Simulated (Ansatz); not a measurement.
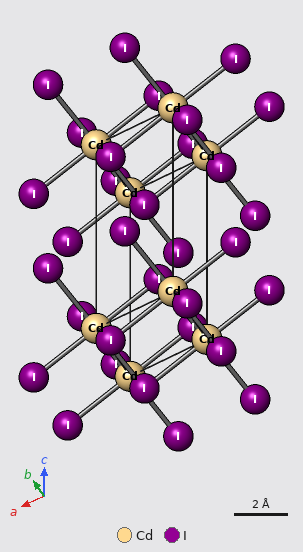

Reference structure: a crystal of CdI2 (built on the CdI2-type type). The picture is a ball-and-stick view of the cell of the calculation, seen from a free direction.

The calculation used DFT PBE, scalar-relativistic, plane waves, PAW (Ansatz 0.2.0). Settings: plane-wave cutoff 420 eV; k-point mesh 10 × 10 × 6; occupations gaussian; smearing width 0.05 eV; no spin polarisation.

Change: The volume is changed by +4.0 %. The cell's shape and the atoms are relaxed at that volume.

> What is the effect?

The energy changes by less than 1 meV per atom. The gap on the k-mesh goes from 2.43 to 2.44 eV. Cell: a = b 4.330 → 4.338 Å (+0.2 %), c 7.815 → 8.095 Å (+3.6 %). Volume +4.0 %. The largest moves relative to the cell, 0.063 Å, are those of I atoms. Cd stays in place. The space group stays P-3m1 (No. 164).

Drawn alike, the variant:

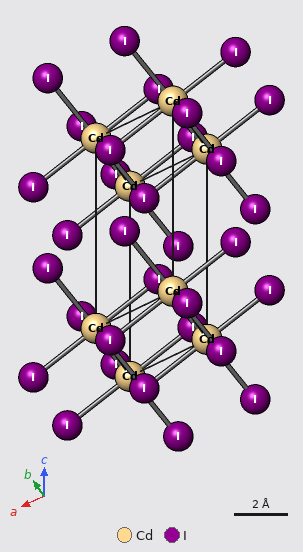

Limits of the set-up: layers or molecules are held without a dispersion correction, so their spacing is unreliable.
